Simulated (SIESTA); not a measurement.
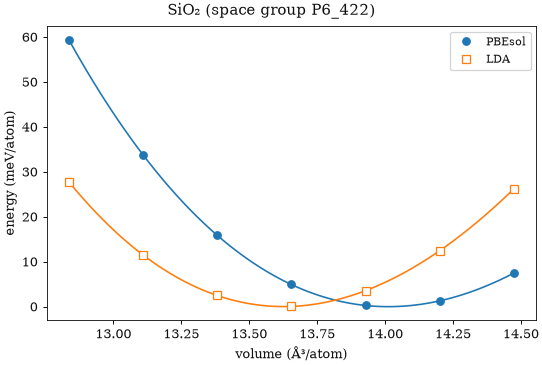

Figure. Energy against volume, with one curve for each functional, for SiO₂ (space group P6_422).

The fitted equilibrium volumes, smallest first, are LDA 13.626, PBEsol 14.012 Å³/atom. The fitted bulk moduli, smallest first, are PBEsol 166.2, LDA 176.0 GPa.

Computed with SIESTA 5.4.2: DFT in numerical atomic orbitals with pseudopotentials, no spin polarisation; energies at scaled volumes of the given cell, shape and fractions fixed, counted from the fit's minimum, third-order Birch-Murnaghan fit. All runs: no spin polarisation.

- k mesh: 4×4×4
- occupations: Fermi–Dirac
- smearing width: 0.05 eV
- potentials: PseudoDojo 0.4 standard, converted to PSML, two zetas on semicore shells

Caveats: mulliken charges of long orbitals; shape and atomic fractions are frozen while scaling, which makes layered, chain and framework solids too stiff.
